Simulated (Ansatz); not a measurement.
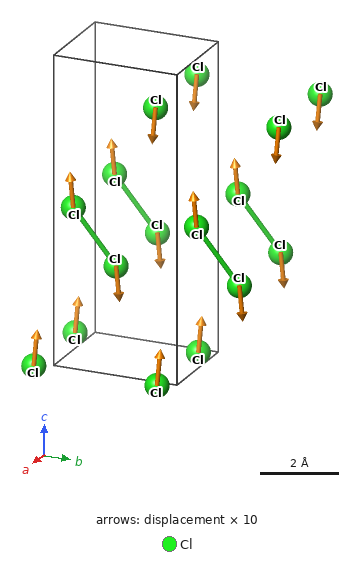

This is a relaxation of crystalline Cl (set up in Cmce). The starting structure is drawn; orange arrows show the displacements (the part carried along by the change of the cell is left out), 10 times their true length.

A ball-and-stick model of the cell of the calculation, repeated 2 × 2 × 1 with one cell outlined, seen slightly off an axis.

The run lets cell and atoms move.

Level of theory: Kohn-Sham DFT of a periodic cell, PBEsol with D3(BJ), Ansatz PAW in Ansatz 0.2.0.

The input:
```yaml
crystal:
  lattice:
    - [3.145, -2.25, 0.0]
    - [3.145, 2.25, 0.0]
    - [0.0, 0.0, 8.21]
  atoms:
    - { symbol: Cl, position: [0.37, 0.63, 0.4] }
    - { symbol: Cl, position: [0.13, 0.87, 0.9] }
    - { symbol: Cl, position: [0.63, 0.37, 0.6] }
    - { symbol: Cl, position: [0.87, 0.13, 0.1] }
hamiltonian:
  xc: pbesol
  pseudopotentials: { kind: paw }
  dispersion: d3bj
kpoints:
  mp_grid: { grid: [7, 7, 4] }
scf:
  occupations: { method: fermi_dirac, width: 0.05 }
output:
  forces: true
  stress: true
  eigenvalues: true
  write_density: true
  write_potential: true
  elf: true
  volumetric_format: npy
relax:
  f_tol: 0.01
  max_steps: 40
  cell: { stress_tol: 0.05 }
```

Command:
```bash
ansatz run input.yaml --threads 2 --pin off --max-ram 5632MiB --backend cpu --events-out ev --progress --plain --runs-dir out
```

### What did the optimiser do to the structure, and how much energy did it gain?

After 8 accepted moves (10 points after the start) the energy has fallen by 45.6 meV per atom. The largest force component goes from 0.17 to 0.0022 eV/Å. The pressure goes from −1.52 to 0.01 GPa. The line search rejected the trial step at point 2 of the run. At 1 point the geometry stayed and the basis and grid were re-selected for the new cell (energy shift of 0.1 meV per atom at most each time). The largest moves relative to the cell, 0.097 Å, are those of Cl atoms. Cell: a = b 3.867 → 3.699 Å (−4.3 %), c 8.210 → 7.878 Å (−4.0 %), γ 71.2° → 62.0°. Volume −18.1 %. Near-neighbour distances that change, for instance: Cl–Cl 2.016 → 2.037 Å. The space group stays Cmce (No. 64). The run took 29 s on 2 threads of Intel(R) Xeon(R) Platinum 8259CL CPU @ 2.50GHz (Skylake/Cascade Lake) (shared host), peak memory 0.48 GiB.
